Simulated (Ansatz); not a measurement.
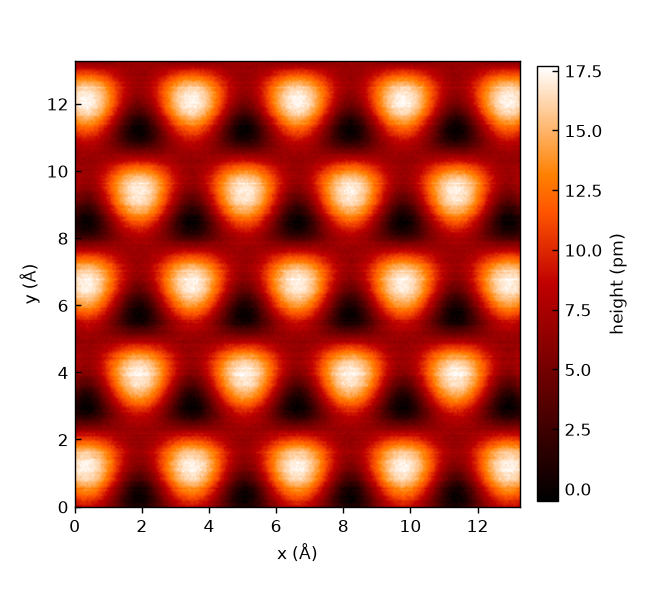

Simulated STM image (constant-current image at a set point of 1.7 × 10⁻⁵ e/Å³, sample bias −2.15 V). Noise was added.

The STM signal is simulated in the Tersoff–Hamann approximation. Zero bias is put in the middle of the gap by convention. Bias windows are sharp sums over the levels of the k mesh.

Question: What is the lattice of this pattern?

Answer: The pattern repeats on a hexagonal lattice with shortest vectors of 3.2 Å at 60° (or 120°), a cell of 8.7 Å², with 1 maximum above 60 % of the range in each cell.

The surface:

Monolayer WS2. The brightest spots lie over the top S atoms; the darkest points are over the sites above the W atoms 1.6 Å below the top plane.

Computed with DFT PBE+D3(BJ), scalar-relativistic, plane waves, PAW (Ansatz 0.2.0). Cutoff 420 eV, 39 × 39 k-points, Gaussian smearing 0.05 eV, dipole correction. No spin polarisation. Spin–orbit coupling is left out; with W it can shift levels and gaps. The run warns that the functional's potential is rough in the thin density of the vacuum, where the tip is; weak contrasts and barriers may feel it.
